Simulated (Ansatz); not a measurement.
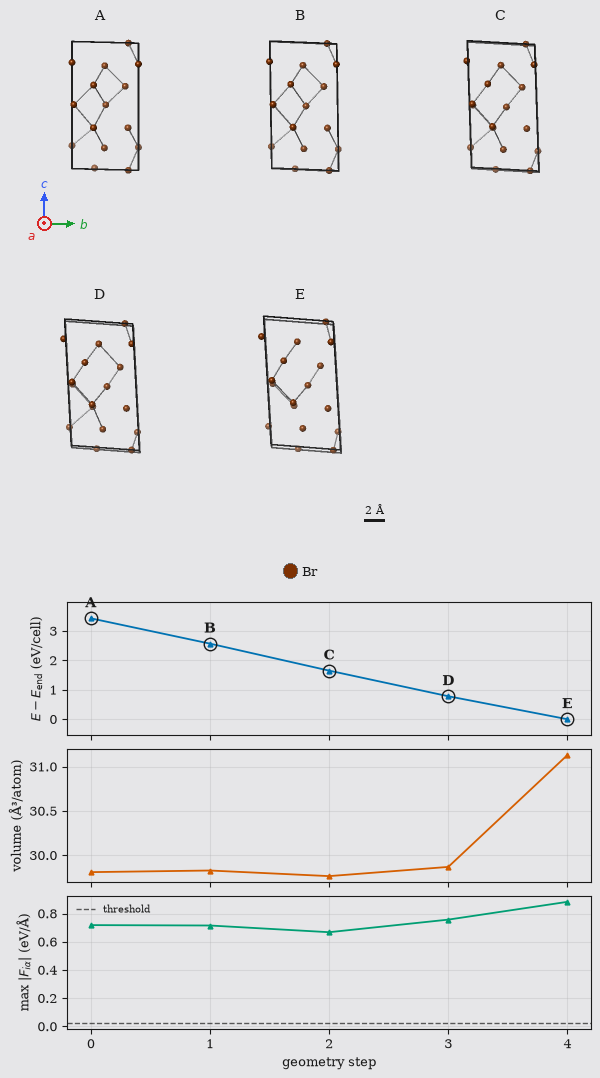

Frames of a relaxation of crystalline Br (a generated structure, set up in P1) (coarse preliminary run), marked on the history of the run. A ball-and-stick model of the cell of the calculation, seen along the a axis.

Theory: Ansatz, DFT PBE, scalar-relativistic, plane waves, PAW.

Input file:
```yaml
crystal:
  lattice:
    - [4.0189172556, 0.0526935445, 0.0878465509]
    - [0.0912678851, 6.8243664935, -0.083034508]
    - [0.2876753964, -0.1569914478, 13.0533374811]
  atoms:
    - { symbol: Br, position: [0.5365779581, 0.4926100482, 0.815793298] }
    - { symbol: Br, position: [-0.0371986244, 0.0001761148, 0.8352446304] }
    - { symbol: Br, position: [1.0138761554, 0.3413828337, 1.0094330535] }
    - { symbol: Br, position: [0.4843103039, 0.8495488073, 0.998234468] }
    - { symbol: Br, position: [0.5221819526, 0.487235675, 0.1692465141] }
    - { symbol: Br, position: [0.0214214263, 1.0003247603, 0.1810067503] }
    - { symbol: Br, position: [0.9952911789, 0.3235782502, 0.3258746822] }
    - { symbol: Br, position: [0.5275232442, 0.842744318, 0.3322837726] }
    - { symbol: Br, position: [0.5026574827, 0.5079598053, 0.5083180251] }
    - { symbol: Br, position: [-0.003705367, 1.0274825383, 0.5040929324] }
    - { symbol: Br, position: [0.9535855387, 0.3257380715, 0.6617749787] }
    - { symbol: Br, position: [0.4834787506, 0.8012187773, 0.6586948548] }
basis:
  ecutwfc: 420
kpoints:
  mp_grid: { grid: [6, 4, 2] }
hamiltonian:
  xc: pbe
scf:
  occupations: { method: gaussian, width: 0.2 }
  lower_state_search: "off"
output:
  forces: true
  stress: true
  eigenvalues: true
relax:
  adjacent_minimum: "off"
  f_tol: 0.025
  max_steps: 60
  cell: { stress_tol: 0.25 }
```

Command:
```bash
ansatz run input.yaml --threads 1 --pin off --max-ram 2560MiB --backend cpu --events-out ev --progress --plain --runs-dir out
```

> Describe the path.

The run was cut off at its time limit before the relaxation converged, so the last structure is only a point on the way. The energy falls by 3.431 eV per cell of the calculation in 4 geometry steps. The largest force component goes from 0.72 to 0.88 eV/Å. The pressure goes from −0.10 to 1.81 GPa. The largest move relative to the cell is that of Br11, 0.74 Å roughly along [−2 −1 0]. The drawn cell changes as follows: a 4.020 → 4.052 Å (+0.8 %), b 6.825 → 7.149 Å (+4.7 %), c 13.057 → 13.288 Å (+1.8 %), α 91.4° → 97.8°, β 87.5° → 78.4°, γ 88.5° → 91.5°; the volume changes by +4.4 %. Near-neighbour distances that change, for instance: Br9–Br11 3.211 → 4.154 Å, Br9–Br11 (another image) 3.028 → 3.826 Å, Br1–Br11 3.358 → 4.148 Å, Br4–Br6 3.100 → 2.417 Å. Among the angles between lasting bonds that change: Br1–Br11–Br10 143.3° → 175.4°. The space group stays P1 (No. 1). From step 0 to 1: Br11 moves most (0.20 Å), energy −0.861 eV per cell of the calculation. From step 1 to 2: Br11 moves most (0.19 Å), volume −0.2 %, energy −0.918 eV per cell of the calculation. From step 2 to 3: Br11 moves most (0.19 Å), volume +0.3 %, energy −0.870 eV per cell of the calculation. From step 3 to 4: Br1 moves most (0.20 Å), volume +4.2 %, energy −0.781 eV per cell of the calculation.

```json
{"step": "0", "E − E(0), meV/atom": "0.00", "largest force component, eV/Å": "0.7182", "pressure, GPa": "-0.10", "volume, Å³/atom": "29.810"}
{"step": "1", "E − E(0), meV/atom": "-71.75", "largest force component, eV/Å": "0.7154", "pressure, GPa": "-0.35", "volume, Å³/atom": "29.828"}
{"step": "2", "E − E(0), meV/atom": "-148.22", "largest force component, eV/Å": "0.6679", "pressure, GPa": "0.25", "volume, Å³/atom": "29.765"}
{"step": "3", "E − E(0), meV/atom": "-220.76", "largest force component, eV/Å": "0.7571", "pressure, GPa": "2.09", "volume, Å³/atom": "29.869"}
{"step": "4", "E − E(0), meV/atom": "-285.88", "largest force component, eV/Å": "0.8831", "pressure, GPa": "1.81", "volume, Å³/atom": "31.131"}
```
